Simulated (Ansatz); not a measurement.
## Energy of Mo along a strain of the cell

System: Mo (I4/mmm, 1 atom in the cell).
Method: DFT PBE, scalar-relativistic, plane waves, PAW, no spin polarisation (Ansatz 0.2.0).

The 5 runs differ only in the geometry, by a strain of the cell at fixed fractional positions. Against run 3, the strain is εxx = η and εyy = η. The structure derives from an entry of the Crystallography Open Database.

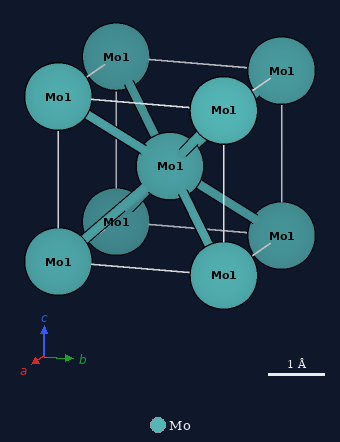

Figure 1. The structure of run 3 (ball-and-stick view of the cell 2 times as large as that of the calculation, set on its symmetry axes, seen slightly off an axis; atoms are numbered from 1 in the order of the input). An atom can appear more than once, as a periodic image.

### Input of run 3
```yaml
crystal:
  lattice:
    - [-1.571, 1.571, 1.52387]
    - [1.571, -1.571, 1.52387]
    - [1.571, 1.571, -1.52387]
  atoms:
    - { symbol: Mo, position: [0.0, 0.0, 0.0] }
basis:
  ecutwfc: 420
kpoints:
  mp_grid: { grid: [22, 22, 22] }
hamiltonian:
  xc: pbe
scf:
  occupations: { method: gaussian, width: 0.15 }
output:
  forces: true
  stress: true
  eigenvalues: true
```

Command:
```bash
ansatz run input.yaml --threads 1 --pin off --max-ram 2560MiB --backend cpu --events-out ev --progress --plain --runs-dir out
```

Run 2 differs from it as follows:
```diff
-    - [-1.571, 1.571, 1.52387]
-    - [1.571, -1.571, 1.52387]
-    - [1.571, 1.571, -1.52387]
+    - [-1.547435, 1.547435, 1.52387]
+    - [1.547435, -1.547435, 1.52387]
+    - [1.547435, 1.547435, -1.52387]
```

### Results, with one run withheld

```tsv
run	strain parameter η (%)	free energy per atom, from the lowest run given (meV)	pressure (GPa)
1	−3.0000	139.33	35.45
2	−1.5000	?	?
3	0.0000	15.32	13.97
4	1.5000	0.00	5.28
5	3.0000	11.32	−2.26
```

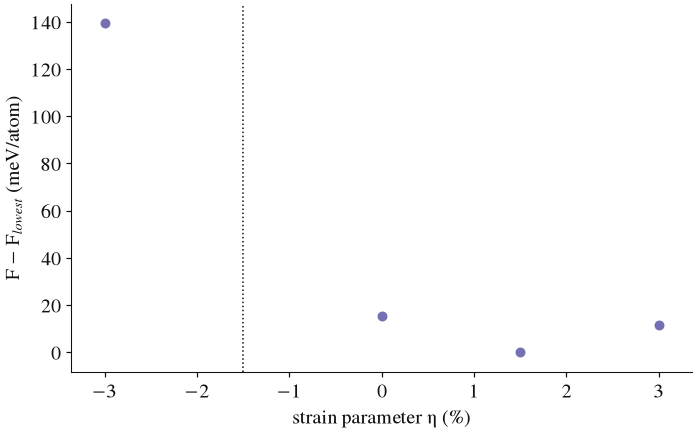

Figure 2. Free energy per atom of the runs given; the dotted line marks run 2.

What should run 2 give?

A quadratic polynomial in the coordinate, fitted to the 4 runs given, misses them by at most 0.98 meV per atom. With x = η − 0.3750, it reads F = 9.0116 − 16.304 x + 6.5993 x² (meV per atom). At run 2 it gives 62.78 meV per atom, and the run itself gives 60.56. The fit has its minimum at η = 1.6103 %. The miss comes from the order of the polynomial or from scatter in that run; these data can't tell which.

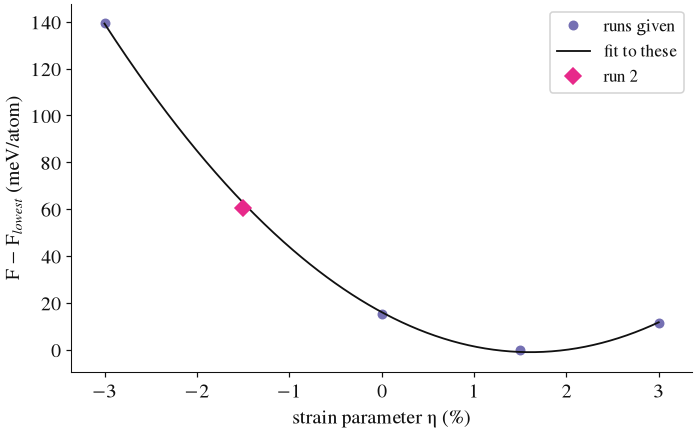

Figure 3. The fit and the withheld run.

### Output, shortened to warnings, some set-up lines, iterations and results (run 2)
```
Basis set: ecut = 420 eV, 313 PW (Γ), exchange–correlation on 36×36×36 points (8 copies of the dense FFT grid, shifted against one another)
Symmetry: 16 space group operations
k-points: 834 of 10648
Initial density: superposition of atomic densities (neutral atoms: chi_scale 0, normalization atom), corrected by the library's trained network
[...]
SCF iter   1: F=—  HF=-4955.938480 eV  |F-HF|=—  |Δ(HF+E_count)|=         —  Δρ=3.50e-3  dr2=6.19e-4  ethr=1.77e-3  ⟨swp⟩=5.0  Hψ=52164  notcnv=0
SCF iter   2: F=—  HF=-4955.938388 eV  |F-HF|=—  |Δ(HF+E_count)|=   9.23e-5  Δρ=1.71e-3  dr2=1.30e-4  ethr=4.42e-6  ⟨swp⟩=1.8  Hψ=17782  notcnv=0
SCF iter   3: F=—  HF=-4955.938398 eV  |F-HF|=—  |Δ(HF+E_count)|=   9.78e-6  Δρ=2.70e-4  dr2=8.36e-6  ethr=9.30e-7  ⟨swp⟩=2.0  Hψ=14957  notcnv=0
SCF iter   4: F=—  HF=-4955.938391 eV  |F-HF|=—  |Δ(HF+E_count)|=   6.93e-6  Δρ=5.42e-5  dr2=1.46e-7  ethr=5.97e-8  ⟨swp⟩=2.8  Hψ=14851  notcnv=0
SCF iter   5: F=-4955.938391 eV  HF=-4955.938391 eV  |F-HF|=2.47e-9  |Δ(HF+E_count)|=   2.33e-9  Δρ=1.07e-5  dr2=5.79e-9  ethr=1.04e-9  ⟨swp⟩=2.0  Hψ=14884  notcnv=0
SCF iter   6: F=-4955.938391 eV  HF=-4955.938391 eV  |F-HF|=2.17e-10  |Δ(HF+E_count)|=  5.38e-10  Δρ=3.17e-6  dr2=4.30e-10  ethr=4.13e-11  ⟨swp⟩=1.3  Hψ=28737  notcnv=0
SCF 1 converged in 6 iterations: F = -4955.938391 eV  dr2 = 4.30e-10
SCF converged after 6 iterations
Free energy (F): -4955.938391 eV
Harris-Foulkes:  -4955.938391 eV  (|F-HF|=2.17e-10)
Internal energy: -4955.931661 eV  (E = F + TS)
E sigma→0 (E₀):  -4955.935026 eV
Entropy (-TS):   -0.006730 eV (-6.730 meV/atom)
Fermi energy:    22.846003 eV
--- Per-component energies (eV) ---
  E_band       = -31.597992
  E_kinetic    = 444.389456
  E_local      = -734.507881  (includes V_loc(G=0)·N_el)
  E_nonlocal   = 143.147261
  E_hartree    = 245.234087
  E_xc         = -184.714576
  E_vxc        = -230.671273  (∫ρ·V_xc dr)
  E_paw        = -3201.599821  (= ΣΔE_a)
  E_vpaw       = -144.423340  (= ΣTr[D̂ρ^β])
  E_aug_tail   = 0.000045  (compensation charges beyond the density's cutoff)
  E_ewald      = -1667.880231
  E_smearing   = -0.006730  (= −TS)
  E_closure    = -0.000000  (closes the sum)
  Σ components = -4955.938391   (vs F -4955.938391, Δ=0.00e0)
--- Forces (eV/Å), atoms counted from 1 ---
  atom   1  Mo     0.00000000     0.00000000    -0.00000000
  max |Σ_I F_I| component: 4.93e-32 eV/Å
--- Stress (GPa, compression-positive) ---
       22.114277       0.000000       0.000000
        0.000000      22.114277       0.000000
        0.000000       0.000000      27.661476
  P = ⅓ Tr σ = 23.9633 GPa (239.633 kbar)
```
